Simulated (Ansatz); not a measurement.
# Single-point calculation, with input and output: C$_{4}$H

C$_{4}$H (slab, 10 atoms in the cell), computed with DFT PBE+D3(BJ), scalar-relativistic, plane waves, PAW, PAW set soft_1, no spin polarisation (Ansatz 0.2.0).

The structure derives from an entry of the Crystallography Open Database. Figures and captions count atoms from 1; the log counts them from 0 in places.

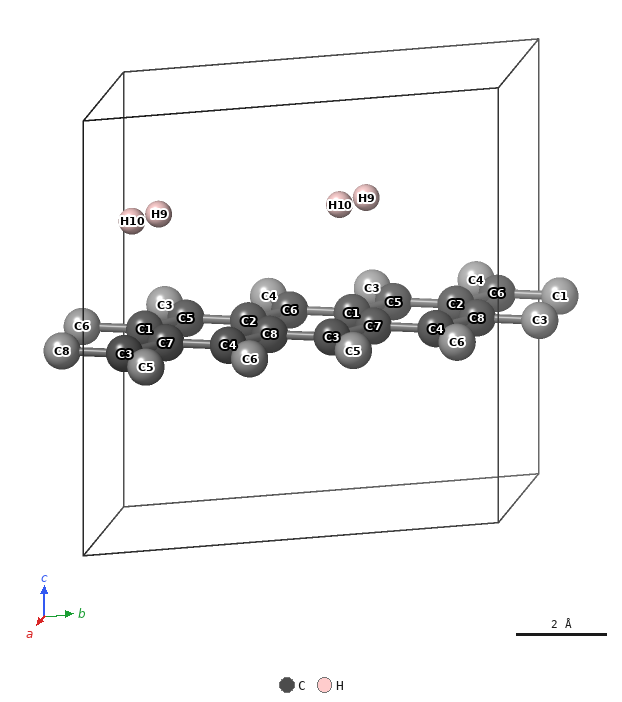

**Figure 1.** The input geometry (ball-and-stick view of the 1 × 2 repeat of the cell, with the vacuum cut short, seen slightly off an axis; neighbours outside the cell are drawn fainter; atoms are numbered from 1 in the order of the input). An atom can appear more than once, as a periodic image.

Input file:
```yaml
crystal:
  lattice:
    - [4.9313048818, 0.0, 0.0]
    - [-2.4656524409, 4.2706353015, 0.0]
    - [0.0, 0.0, 18.0000331943]
  atoms:
    - { symbol: C, position: [0.3333333333, 0.1666666667, 0.2222236565] }
    - { symbol: C, position: [0.3333333333, 0.6666666667, 0.2222236565] }
    - { symbol: C, position: [0.8333333333, 0.1666666667, 0.2222236565] }
    - { symbol: C, position: [0.8333333333, 0.6666666667, 0.2222236565] }
    - { symbol: C, position: [0.1666666667, 0.3333333333, 0.2222218124] }
    - { symbol: C, position: [0.1666666667, 0.8333333333, 0.2222218124] }
    - { symbol: C, position: [0.6666666667, 0.3333333333, 0.2222218124] }
    - { symbol: C, position: [0.6666666667, 0.8333333333, 0.2222218124] }
    - { symbol: H, position: [0.6962023835, 0.3037976165, 0.3888900159] }
    - { symbol: H, position: [0.8037976165, 0.1962023835, 0.3888900159] }
basis:
  ecutwfc: 420
kpoints:
  mp_grid: { grid: [6, 6, 1] }
hamiltonian:
  xc: pbe
  pseudopotentials: { kind: paw, azcp: { folder: soft_1 } }
  dispersion: d3bj
scf:
  occupations: { method: gaussian, width: 0.1 }
output:
  forces: true
  eigenvalues: true
  write_density: true
  write_potential: true
  elf: true
  volumetric_format: npy
efield:
  axis: 3
  dipole_correction: true
  ramp_width: 0.04
```

Run on 1 thread of Arm Neoverse V2, 24 GiB of memory available, shared host.

Launch command:
```bash
ansatz run input.yaml --threads 1 --pin off --max-ram 3072MiB --backend cpu --events-out ev --progress --plain --runs-dir out
```

The program's output:
```
Warning: the atoms were moved onto the symmetric positions of the space group found under crystal.symmetry.tolerance 1.0e-5 (fractional; no operation is sought that the atoms, as they stand in a round, miss by more than twice it, and no atom is moved by as much as it), and the run uses the moved positions. Before a round's move an operation carried an atom to 3.32e-5 Å from where it should land, the largest such distance. Atom 0 (counting from 0) moved farthest, by 1.66e-5 Å; the longest move in fractions of the cell, of whichever atom, is 0.09 of the tolerance, in 1 round. To run the atoms as typed, lower crystal.symmetry.tolerance until the operations that they miss are no longer found, or set crystal.symmetry.detect: false (a key that needs symmetry detection or time reversal refuses this as the deck is read). The positions used, in the order of the run's atom list: position: [0.3333333333, 0.1666666667, 0.22222273445000001]; position: [0.3333333333, 0.6666666667, 0.22222273445000001]; position: [0.8333333333, 0.1666666667, 0.22222273445000001]; position: [0.8333333333, 0.6666666667, 0.22222273445000001]; position: [0.1666666667, 0.3333333333, 0.22222273445000001]; position: [0.1666666667, 0.8333333333, 0.22222273445000001]; position: [0.6666666667, 0.3333333333, 0.22222273445000001]; position: [0.6666666667, 0.8333333333, 0.22222273445000001]; position: [0.6962023835, 0.3037976165, 0.3888900159]; position: [0.8037976165, 0.1962023835, 0.3888900159]; The lattice was moved too: crystal.lattice keeps the space group found at crystal.symmetry.tolerance 1.0e-5 only nearly: the operation that it misses by the most changes a squared length by the fraction 2.23e-11. The run uses the lattice that is a stretch of the typed one, with no rotation, onto the one that keeps every operation to a double's rounding (on a very oblique basis the stretch itself rounds by more); the deck's lattice vector that moved farthest moved by 2.75e-11 Å. To run the lattice as typed, set crystal.symmetry.detect: false, as for the atoms. crystal.lattice made exact, in Å and degrees: [[4.931304881823808, 1.3745272045354223e-11, 0.0], [-2.4656524409, 4.270635301472509, 0.0], [0.0, 0.0, 18.0000331943]]. Pasted over the deck's crystal.lattice, beside positions in fractional coordinates, it runs the same cell (given as lengths and angles, that cell in the form's own orientation, a rigid turn of the misfit's size from the one run here, for which a checkpoint.post_process_only pass over this run's state can be refused: where this run relaxes nothing, give such a pass this deck's own crystal.lattice, as typed; behind a relaxation, as crystal.lattice, the state's own cell, identity.cell in its checkpoint.json), and a matrix so pasted ends this notice, except on a very skew basis of the lattice, where the rounding of the pasted numbers themselves can read as a misfit: the cell is then moved again, and that move is told again. The lattice as run is in this notice's lattice.as_run_ang field (Run.prep()["deck_notices"] in Python, the deck_notice line of an events file, deck_notices of ansatz run --dry-run=json, or deck_notices in record.json in the deck's checkpoint.write directory).
Engine: ansatz 0.2.0, aarch64-unknown-linux-gnu
Pseudopotentials: kind: paw
Pseudopotential: C, paw, valence charge 4, recommended cutoff 420 eV (normal), [file]
Pseudopotential: H, paw, valence charge 1, recommended cutoff 420 eV (normal), [file]
Functional definition: PBE
  parameter kappa = 0.804
  parameter beta = 0.06672455060314922
  exchange = pbe_x(kappa = kappa, mu = beta*pi^2/3)
  correlation = pbe_c(beta = beta)
Crystal: 10 atoms, lattice volume = 379.077 Å³
Basis set: ecut = 420 eV, 7375 PW (Γ), exchange–correlation on 72×72×250 points (8 copies of the dense FFT grid, shifted against one another)
Bands: 27, of which v1, the nominal top of the filled ones, is band 17 counted from 1 (16 counted from 0)
Symmetry: 4 space group operations
Space group: Cmm2 (ITA 35), of the structure as read, at distance tolerance 7.2e-5 Å
k-points: 13 of 36
Non-local potential: C, projectors of the file, l = 0: 2, l = 1: 2, l = 2: 1
Non-local potential: H, projectors of the file, l = 0: 2, l = 1: 1
PAW form: soft (Blöchl's): semilocal exchange-correlation on the pseudo side does not see the compensation charge
PAW one-centre angular grid: C, 110 points (default); XC on 64 Gauss nodes
PAW one-centre angular grid: H, 110 points (default); XC on 64 Gauss nodes
Initial wavefunctions: pseudopotential atomic-orbital guess
Functional: x = pbe(κ = 0.804, μ = 0.2195149727645171), c = pbe(β = 0.06672455060314922)
SCF iter   1: F=—  HF=-2044.658129 eV  |F-HF|=—  |Δ(HF+E_count)|=         —  Δρ=5.75e-2  dr2=1.14e1  ethr=3.10e-3  p=0.000 e·Å  D=1.66e-6 V/Å  ΔV_dip=-0.00 eV  dr2_dipole=2.33e-7  V_vac-E_F(+/−)=8.25/8.25 eV  ⟨swp⟩=7.3  Hψ=1931  notcnv=0  defer=5
efield: sawtooth ramp at fractional position 0.7856 (placed from the atoms, in the widest stretch of the axis that holds none; the zero of the levels goes with the place), width 0.0400; the density the first Hamiltonian is built on has a dipole p = 0.000 e·Å; the dipole correction subtracts the counter field D = 1.66e-6 V/Å, which shifts the + side's vacuum level by -0.00 eV against the − side's; the planar-averaged density in the ramp window peaks in size at 1.2e-6 e/Å³
preconditioner: auto → LDOS  [metal: Δε(μ)=0.004 eV  Ē_g=15.634 eV  σ=0.100 eV  W_gap=0.02  n_scr=52 (ndim 8)  ℏωp=10.9 eV  f_vac=0.674  D(μ)=1.25/eV (n_scr^D=4)  β→1.0]
SCF iter   2: F=—  HF=-2039.852455 eV  |F-HF|=—  |Δ(HF+E_count)|=    4.81e0  Δρ=1.51e-2  dr2=5.91e-1  ethr=3.10e-3  p=0.004 e·Å  D=1.91e-3 V/Å  ΔV_dip=-0.03 eV  dr2_dipole=1.43e-4  V_vac-E_F(+/−)=3.65/3.68 eV  ⟨swp⟩=4.1  Hψ=1062  notcnv=0  defer=34
SCF iter   3: F=—  HF=-2039.710734 eV  |F-HF|=—  |Δ(HF+E_count)|=   1.42e-1  Δρ=1.11e-3  dr2=5.03e-3  ethr=1.74e-3  p=-0.012 e·Å  D=-5.55e-3 V/Å  ΔV_dip=0.10 eV  dr2_dipole=1.83e-5  V_vac-E_F(+/−)=4.47/4.37 eV  ⟨swp⟩=3.3  Hψ=798  notcnv=0  defer=25
SCF iter   4: F=—  HF=-2039.711197 eV  |F-HF|=—  |Δ(HF+E_count)|=   4.63e-4  Δρ=1.45e-4  dr2=9.71e-5  ethr=1.48e-5  p=-0.006 e·Å  D=-2.97e-3 V/Å  ΔV_dip=0.05 eV  dr2_dipole=6.63e-6  V_vac-E_F(+/−)=4.32/4.27 eV  ⟨swp⟩=2.3  Hψ=654  notcnv=0  defer=25
SCF iter   5: F=—  HF=-2039.711167 eV  |F-HF|=—  |Δ(HF+E_count)|=   3.03e-5  Δρ=4.29e-5  dr2=1.18e-5  ethr=2.86e-7  p=-0.009 e·Å  D=-4.29e-3 V/Å  ΔV_dip=0.08 eV  dr2_dipole=1.33e-6  V_vac-E_F(+/−)=4.33/4.25 eV  ⟨swp⟩=2.7  Hψ=673  notcnv=0  defer=25
SCF iter   6: F=—  HF=-2039.711171 eV  |F-HF|=—  |Δ(HF+E_count)|=   3.71e-6  Δρ=7.22e-6  dr2=2.16e-7  ethr=3.48e-8  p=-0.008 e·Å  D=-3.95e-3 V/Å  ΔV_dip=0.07 eV  dr2_dipole=8.95e-9  V_vac-E_F(+/−)=4.32/4.25 eV  ⟨swp⟩=2.0  Hψ=479  notcnv=0  defer=25
SCF iter   7: F=-2039.711172 eV  HF=-2039.711172 eV  |F-HF|=1.63e-7  |Δ(HF+E_count)|=   6.46e-7  Δρ=1.46e-6  dr2=3.60e-9  ethr=2.94e-10  p=-0.008 e·Å  D=-3.96e-3 V/Å  ΔV_dip=0.07 eV  dr2_dipole=2.11e-11  V_vac-E_F(+/−)=4.32/4.25 eV  ⟨swp⟩=25.1  Hψ=3291  notcnv=0
SCF 1 converged in 7 iterations: F = -2039.711172 eV  dr2 = 3.60e-9
  greatest PAW one-centre occupation: 0.673 electrons in one spin orbital (limit 2), on the C atom at site 6 (counted from 0), in its partial waves of l = 0
```

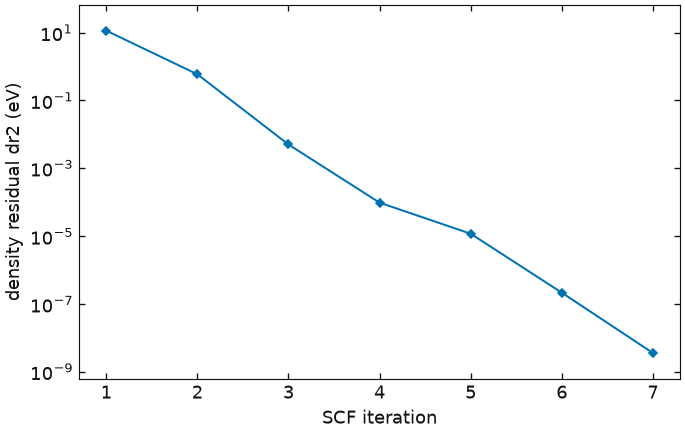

**Figure 2.** Convergence of the self-consistent field: density residual dr2 against the SCF iteration. The residual falls at every step.

```
WARN: The output density's exchange-correlation potential varies sharply where the density is thin. Do not read a vacuum level from v_tot or v_xc, or from such a field of the output density. On a cell that repeats whose density bears no net charge and no dipole along the vacuum's axis use v_es (v_loc + v_h of the components); under efield.dipole_correction with no amplitude use v_es + v_field, which holds any external_charges[].barrier, or the levels of the report's work_function block, which leave it out; under a non-zero efield.amplitude the vacuum is tilted and has no level; on a cell that repeats and bears such a dipole with no correction it is tilted too, and efield.dipole_correction with no amplitude gives each side of its ramp a level where efield: is served; in a cell that repeats whose density bears a net charge (total_charge, or a fill off its count) it is curved and has none; of a slab under crystal.periodic whose density bears no net charge use v_es, which has a level on each side, short of where the two are joined; of another it falls or rises all the way out and has none; of a slab beside external_charges read slab_vacuum_level instead, which it has where they leave it neutral. The grid or the basis barely resolves most such structure, and the values can differ between equally converged runs; as a rule a tighter scf.convergence.dr2_threshold does not remove it. Where the density itself ripples (under the LDA too) a higher basis.ecutwfc lessens it. The files hold the spikes' plane waves up to the density's cutoff. Files: v_tot_of_output_density and the like, and their columns of v_z.tsv (output.write_potential); v_xc_of_output_density and the like, and their columns of v_comp_z.tsv (output.write_potential_components). Measured: with its Gaussian average of σ = 0.25 Å subtracted twice, the exchange-correlation potential is over 0.1 eV at 1950 of the grid points where the equally averaged density (valence and model cores) is under 1e-3 e/Å³, and 1.53 eV at the most among them, at an averaged density of 9.9e-4 e/Å³. The input density's (outcome.potential() and, of a run that writes arrays, v_tot and v_xc) is over 0.1 eV, so measured, at 2429 points of its own thin density, 1.54 eV at the most. See output.write_potential in the manual, Limitations
SCF converged after 7 iterations
Free energy (F): -2039.711172 eV
Harris-Foulkes:  -2039.711172 eV  (|F-HF|=1.63e-7)
Internal energy: -2039.704912 eV  (E = F + TS)
E sigma→0 (E₀):  -2039.708042 eV
Entropy (-TS):   -0.006260 eV (-0.626 meV/atom)
Fermi energy:    -2.065504 eV
Dipole field:    D = -0.003955 V/Å  (p = -0.008285 e·Å, saw-weighted, corrected)
Work function:   Φ+ = 4.3234 eV   Φ− = 4.2522 eV
Levels:          The Fermi level and band energies are counted from a zero that moves with the ramp; work functions are not
--- Per-component energies (eV) ---
  E_band       = -373.692118
  E_kinetic    = 731.389568
  E_local      = -11988.735148  (includes V_loc(G=0)·N_el)
  E_nonlocal   = 188.602022
  E_hartree    = 5621.336378
  E_xc         = -391.884240
  E_vxc        = -483.406838  (∫ρ·V_xc dr)
  E_paw        = -801.821218  (= ΣΔE_a)
  E_vpaw       = -64.032983  (= ΣTr[D̂ρ^β])
  E_aug_tail   = -0.001670  (compensation charges beyond the density's cutoff)
  E_efield     = 0.000016  (sawtooth field / dipole correction)
  E_vefield    = -0.177931  (∫n·V_field dr)
  E_ewald      = 4602.217021
  E_disp       = -0.807641  (pairwise vdW)
  E_smearing   = -0.006260  (= −TS)
  E_closure    = -0.000000  (closes the sum)
  Σ components = -2039.711172   (vs F -2039.711172, Δ=0.00e0)
--- Forces (eV/Å), atoms counted from 1 ---
  atom   1  C      0.02486158     0.00284678     0.00728160
  atom   2  C      0.00209025    -0.00120680     0.01897849
  atom   3  C     -0.00498865     0.00288020    -0.04557110
  atom   4  C      0.00996541    -0.02295414     0.00728160
  atom   5  C     -0.02486158    -0.00284678     0.00728160
  atom   6  C     -0.00209025     0.00120680     0.01897849
  atom   7  C      0.00498865    -0.00288020    -0.04557110
  atom   8  C     -0.00996541     0.02295414     0.00728160
  atom   9  H      2.94908474    -1.70265487     0.01201789
  atom  10  H     -2.94908474     1.70265487     0.01201789
  max |Σ_I F_I| component: 2.31e-5 eV/Å
--- Band table (eV; the first three rows and the last of 13) ---
  k-point 0: bands = ["-21.5911", "-16.3500", "-16.3472", "-16.3449", "-15.3155", "-15.3141", "-15.3121", "-9.7292", "-8.4972", "-8.4963", "-8.4956", "-7.4730", "-5.1049", "-5.1047", "-4.4317", "-4.4298", "-4.4091", "-0.3995", "-0.3903", "-0.3846", "1.4760", "1.9770", "2.6140", "3.2716", "3.5331", "3.8898", "5.3139"]
  k-point 1: bands = ["-21.4272", "-17.6120", "-16.7449", "-16.7446", "-14.6486", "-14.6482", "-13.8060", "-9.5348", "-8.9799", "-8.9798", "-8.3333", "-7.4566", "-5.7567", "-5.4440", "-5.2584", "-4.5384", "-4.5238", "-0.1191", "-0.1096", "0.6975", "1.6564", "2.0841", "2.6285", "3.2330", "3.7816", "4.1121", "5.3945"]
  k-point 2: bands = ["-20.9373", "-19.0083", "-17.1618", "-17.1614", "-13.4792", "-13.4789", "-11.7037", "-10.1236", "-10.1234", "-8.9601", "-7.8581", "-7.4501", "-7.3958", "-6.6384", "-6.2386", "-4.7260", "-4.7073", "0.4459", "0.4540", "1.7629", "2.4707", "2.8435", "3.0646", "3.6011", "4.2226", "4.6175", "4.9520"]
  k-point 12: bands = ["-20.1294", "-20.1246", "-17.3105", "-17.3085", "-12.6049", "-12.6037", "-11.0308", "-11.0286", "-9.4994", "-9.4965", "-8.1079", "-7.9670", "-7.2617", "-7.1223", "-7.1205", "-4.8077", "-4.7794", "0.7130", "0.7495", "1.0342", "3.4722", "3.5891", "3.9309", "4.3446", "4.6730", "5.0859", "5.1348"]
```

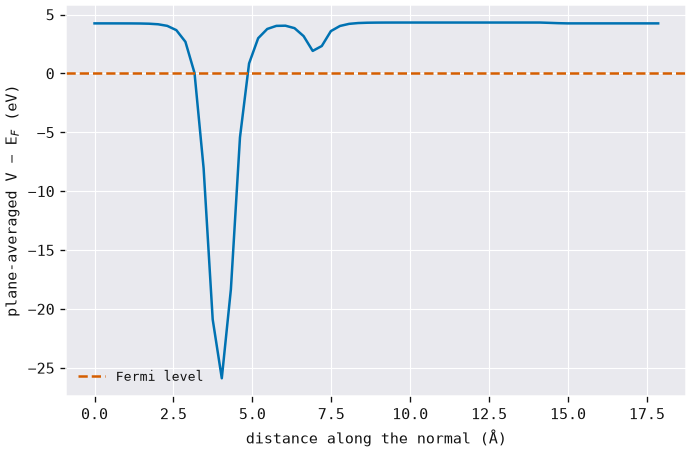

**Figure 3.** Plane average of the electrostatic potential energy of an electron across the cell, from the Fermi level. The vacuum level lies 4.32 eV above the Fermi level on the upper side and 4.25 eV on the lower.

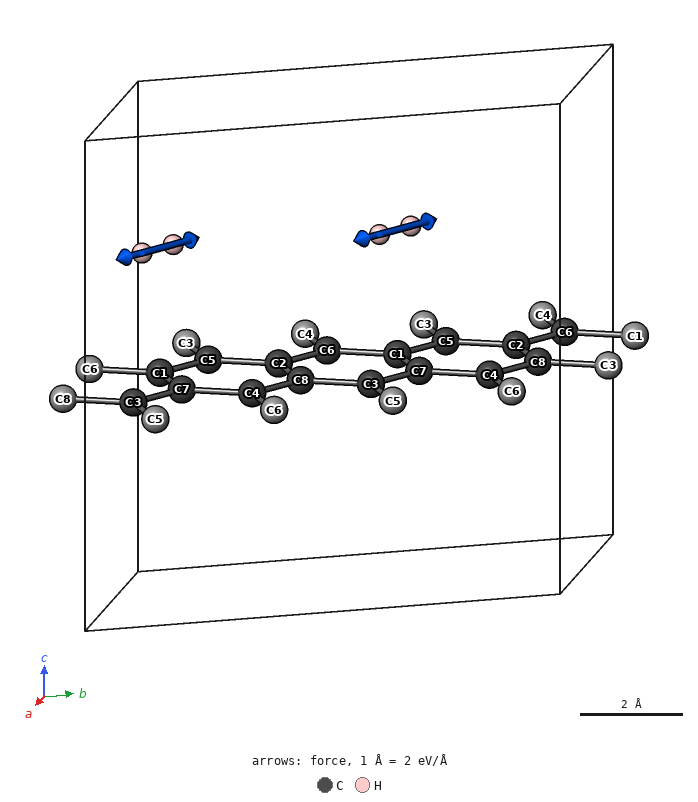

**Figure 4.** Forces on the atoms as blue arrows (ball-and-stick view of the 1 × 2 repeat of the cell, with the vacuum cut short, seen slightly off an axis; neighbours outside the cell are drawn fainter; atoms are numbered from 1 in the order of the input); the smallest are left out. The largest act on H9, H10 (3.41 eV/Å). The geometry is not a stationary point of this energy.

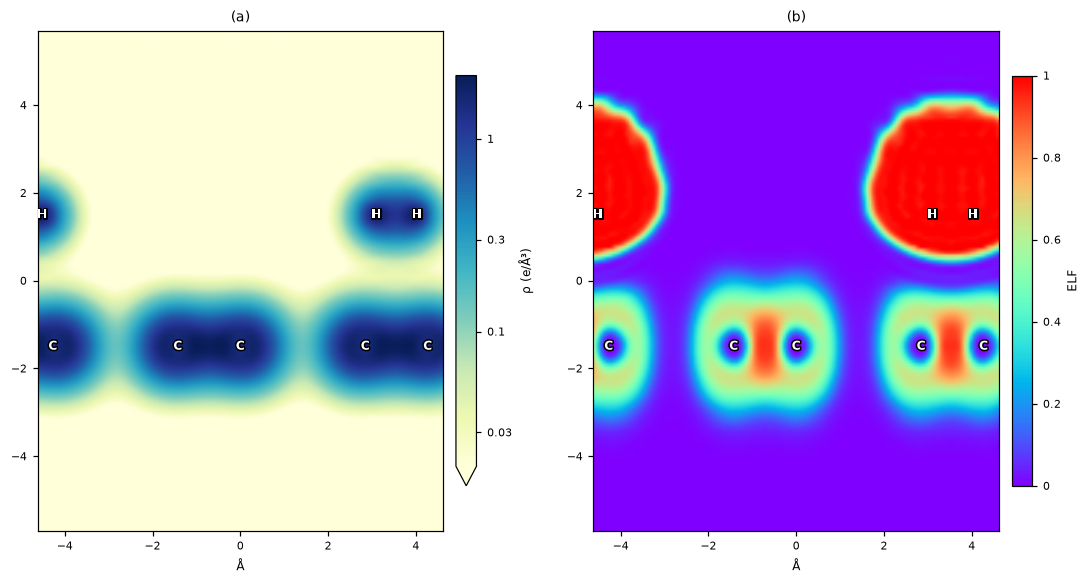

**Figure 5.** (a) valence electron density; (b) electron localisation function on the (110) plane of the calculation cell, a cut from vacuum to vacuum. Atoms in the plane: C and H. C–C (1.42 Å): ρ at the midpoint is about 2 e/Å³, a local maximum along the line; the ELF peaks at about 0.95 between the atoms, which marks localised, shared-pair bonding. The density dies away to nearly zero in the vacuum. Core electrons are frozen (PAW), so the fields are smoothed inside the atomic spheres.

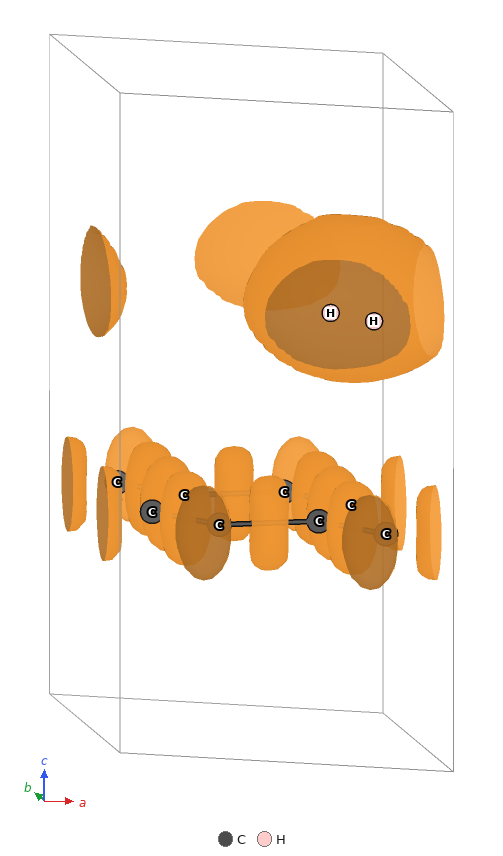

**Figure 6.** Isosurface of the ELF at 0.8 (orange), seen slightly off an axis. Core shells and regions of very low density are left out. Sticks mark near contacts. Along the contacts the grid gives the following. C–C (1.42 Å): the ELF peaks at about 0.95 between the atoms, as expected for localised, shared-pair bonding.

Results in brief:

```tsv
quantity	value
outcome	converged
electrons treated	34
free energy	−2039.7112 eV
work function, top face	4.32 eV
work function, bottom face	4.25 eV
Fermi energy	−2.066 eV
gap on the k-point mesh	none (metallic)
work function (upper face)	4.32 eV
largest force (length of the vector)	3.405 eV/Å
wall time	13 s
peak memory	0.47 GiB
```

Notes:

The program warns: the structure was made exactly symmetric; the exchange-correlation potential is rough where the density is thin.
